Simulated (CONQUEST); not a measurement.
## A series of single points on BeS

System: BeS (4 atoms in the cell).
Method: Kohn-Sham DFT of a periodic cell, PBE, PseudoDojo NC PBE, no spin polarisation (CONQUEST 1.3).

The 7 runs differ only in the geometry, by an even scaling of the cell at fixed fractional positions. The structure derives from an entry of the Crystallography Open Database.

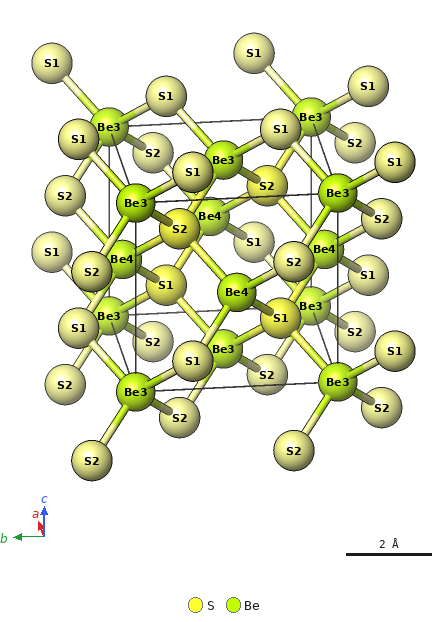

Figure 1. The structure of run 4 (ball-and-stick view of the cell 2 times as large as that of the calculation, set on its symmetry axes, seen at an oblique angle; neighbours outside the cell are drawn fainter; atoms are numbered from 1 in the order of the input).

### Input of run 4
```
IO.Title BeS
IO.Coordinates coords.dat
IO.FractionalAtomicCoords T
IO.Iprint 2
IO.Iprint_init 1
General.NumberOfSpecies 2
General.PseudopotentialType hamann
AtomMove.TypeOfRun static
AtomMove.FullStress T
Grid.PointsAlongX 32
Grid.PointsAlongY 32
Grid.PointsAlongZ 48
DM.SolutionMethod diagon
Diag.MPMesh T
Diag.GammaCentred T
Diag.MPMeshX 8
Diag.MPMeshY 8
Diag.MPMeshZ 6
Diag.kT 0.00183747
minE.SCTolerance 1e-6
SC.MaxIters 100
IO.AtomChargeOutput T
%block ChemicalSpeciesLabel
1 32.070 S
2 9.010 Be
%endblock
```

Command:
```bash
Conquest
```

Lattice vectors (Å) and fractional positions of run 4:
```
   3.429468    0.000000    0.000000
   0.000000    3.429468    0.000000
   0.000000    0.000000    4.850000
S   0.000000  0.500000  0.250000
S   0.500000  0.000000  0.750000
Be  0.000000  0.000000  0.000000
Be  0.500000  0.500000  0.500000
```

Run 5 has the same physical settings and fractional positions; its lattice vectors (Å) are:
```
   3.452180    0.000000    0.000000
   0.000000    3.452180    0.000000
   0.000000    0.000000    4.882120
```

### Results, with one run withheld

```csv
run,volume per atom (Å³),"free energy per atom, from the lowest run given (meV)",pressure (GPa),gap on the mesh (eV)
1,13.405,37.87,9.96,2.97
2,13.690,22.51,7.50,3.03
3,13.975,11.21,5.20,3.09
4,14.261,4.14,2.87,3.14
5,14.546,?,?,?
6,14.831,0.00,−0.26,3.23
7,15.116,1.83,−1.82,3.27
```

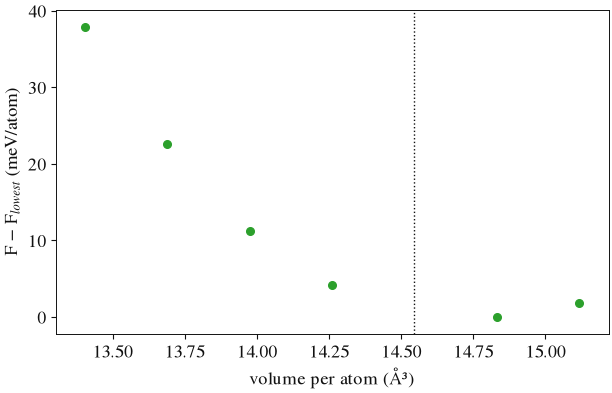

Figure 2. Free energy per atom of the runs given; the dotted line marks run 5.

Fit the runs given and predict run 5.

A cubic polynomial in V^(−2/3) (the Birch–Murnaghan form), fitted to the 6 runs given, misses them by at most 0.15 meV per atom. With x = V^(−2/3) − 0.17060 Å⁻², it reads F = 5.581 + 2687.7 x + 3.2091e+05 x² + 1.9168e+06 x³ (meV per atom). At run 5 it gives 0.55 meV per atom, and the run itself gives 0.79. The slope of the fit gives a pressure −dF/dV of 1.17 GPa there, and the run prints 1.09 GPa. The two needn't agree exactly: the fit is approximate, and the printed stress is taken on a finite basis. The fit has its minimum at 14.753 Å³ per atom, where V d²F/dV² gives 78.9 GPa: the bulk modulus at this level, since symmetry fixes the shape and the positions. The gap on the mesh goes, without turning, from 2.97 eV in run 1 to 3.27 eV in run 7; run 5 has 3.19 eV. These are gaps of this functional on this mesh, which can miss the band edges; they aren't the measured gap.

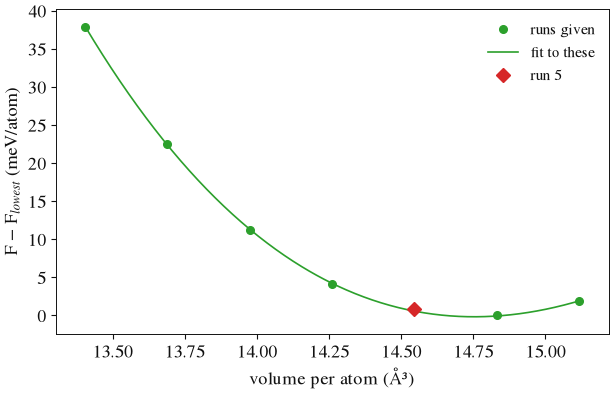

Figure 3. The fit and the withheld run.

### Some lines of the output (run 5)
```
[...]
      Using Fermi-Dirac smearing
          DFT Total Energy                 :       -50.093403754282278 Ha
          DFT Total Energy                 :       -50.095603631377386 Ha
          DFT Total Energy                 :       -50.095703132451689 Ha
          DFT Total Energy                 :       -50.095703724374715 Ha
          DFT Total Energy                 :       -50.095703979162792 Ha
          DFT Total Energy                 :       -50.095703979411105 Ha
      |* DFT total energy        =       -50.095703979411105 Ha
    force: Average pressure:      1.08578670 GPa
```

Notes: With a small basis of atomic orbitals these values can differ much from converged plane-wave results.
